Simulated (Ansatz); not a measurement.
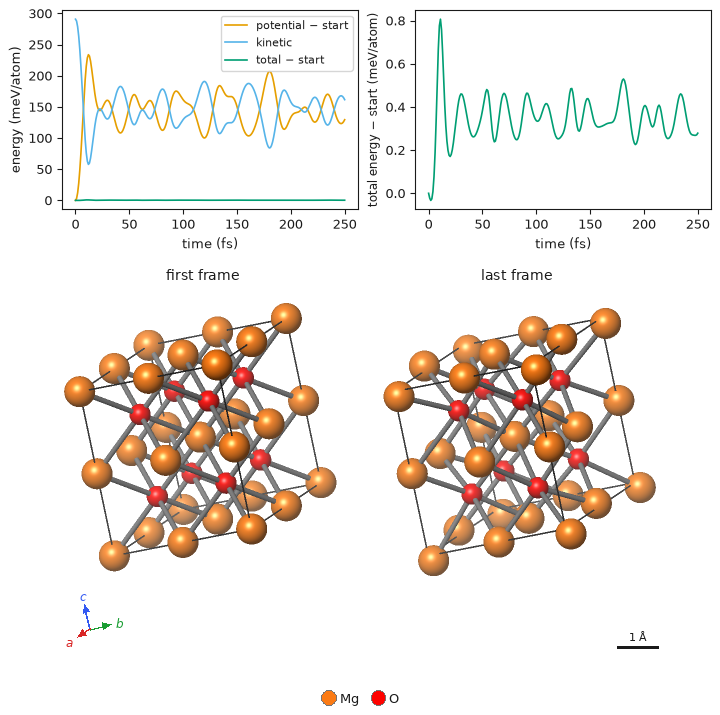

Molecular dynamics of a 16-atom cell of MgO (set up in Fm-3m), 250 fs long. A ball-and-stick model of the reduced simulation cell, seen slightly off an axis. Bonds to atoms that aren't drawn are left out. Lengths and directions refer to the drawn axes.

Computed with Ansatz, DFT LDA, scalar-relativistic, plane waves, PAW. Run with plane-wave cutoff 420 eV; k-point mesh 2 × 2 × 2; Fermi-Dirac smearing 0.05 eV; constant energy (NVE); velocities drawn for 2400 K; time step 1 fs.

Input file:
```yaml
crystal:
  lattice:
    - [0.0, 3.895, 3.895]
    - [3.895, 0.0, 3.895]
    - [3.895, 3.895, 0.0]
  atoms:
    - { symbol: Mg, position: [0.0, 0.0, 0.0] }
    - { symbol: O, position: [0.25, 0.25, 0.25] }
    - { symbol: Mg, position: [0.0, 0.0, 0.5] }
    - { symbol: O, position: [0.25, 0.25, 0.75] }
    - { symbol: Mg, position: [0.0, 0.5, 0.0] }
    - { symbol: O, position: [0.25, 0.75, 0.25] }
    - { symbol: Mg, position: [0.0, 0.5, 0.5] }
    - { symbol: O, position: [0.25, 0.75, 0.75] }
    - { symbol: Mg, position: [0.5, 0.0, 0.0] }
    - { symbol: O, position: [0.75, 0.25, 0.25] }
    - { symbol: Mg, position: [0.5, 0.0, 0.5] }
    - { symbol: O, position: [0.75, 0.25, 0.75] }
    - { symbol: Mg, position: [0.5, 0.5, 0.0] }
    - { symbol: O, position: [0.75, 0.75, 0.25] }
    - { symbol: Mg, position: [0.5, 0.5, 0.5] }
    - { symbol: O, position: [0.75, 0.75, 0.75] }
basis:
  ecutwfc: 420.0
kpoints:
  mp_grid: { grid: [2, 2, 2] }
hamiltonian:
  xc: lda
scf:
  occupations: { method: fermi_dirac, width: 0.05 }
  lower_state_search: "off"
md:
  timestep: 1
  n_steps: 250
  ensemble: nve
  temperature: 2400.0
  initial_velocities: maxwell_boltzmann
  seed: 892234
```

Run as
```bash
ansatz run input.yaml --threads 1 --pin off --max-ram 3072MiB --backend cpu --events-out ev --progress --plain --runs-dir out
```

Is this trajectory numerically sound?

The total energy stays between −0.033 and 0.81 meV per atom of its start. A straight-line fit has a slope that amounts to +0.0076 meV per atom over 250 fs (under 0.1 % of the mean kinetic energy), and the ripple about it is 0.3 % of the kinetic energy's fluctuation. With a drift under 2 % and a ripple under 7 %, the integration is accurate. The mean temperature in the second half is 1192 K (standard deviation 208 K). The first frame carries almost no forces, so kinetic energy first flows into potential energy: the temperature drops from 2400 to 477 K within 12 fs, and without a thermostat its mean stays below the start. The potential energy in the second half lies on average 147 meV per atom above the first frame.
